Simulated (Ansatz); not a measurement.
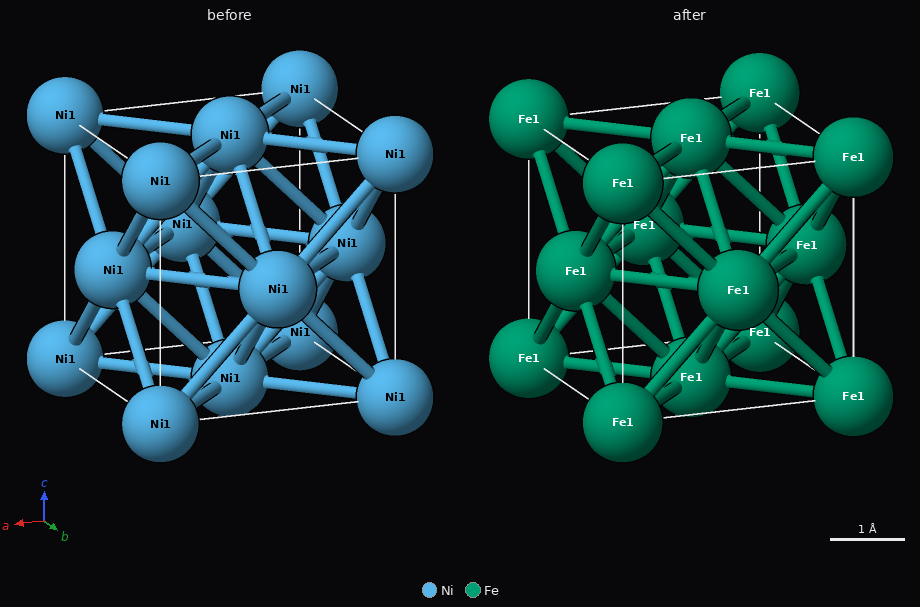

Left: crystalline Ni (set up in Fm-3m). Right: the same structure after one change, at the same scale. Style: ball-and-stick. Shown: the conventional cell (4 times the calculation's cell), from a free direction. Lengths and directions refer to the drawn axes.

Theory: DFT PBEsol, scalar-relativistic, plane waves, PAW (Ansatz). Set-up: plane-wave cutoff 420 eV; k-point mesh 20 × 20 × 20; occupations gaussian; smearing width 0.1 eV; collinear spin.

### What was changed?

Every nickel atom is replaced by iron, which gives Fe. Cell and atoms are relaxed again (to zero pressure within 0.1 GPa, forces under 0.01 eV/Å).

### And its effect?

The volume per atom goes from 10.38 to 9.88 Å³. Cell: a = b = c 3.463 → 3.406 Å (−1.6 %). Volume −4.9 %. The space group stays Fm-3m (No. 225). The absolute magnetisation per cell goes from 0.71 to 0.21 μB (net moment 0.63 and 0.20 μB).
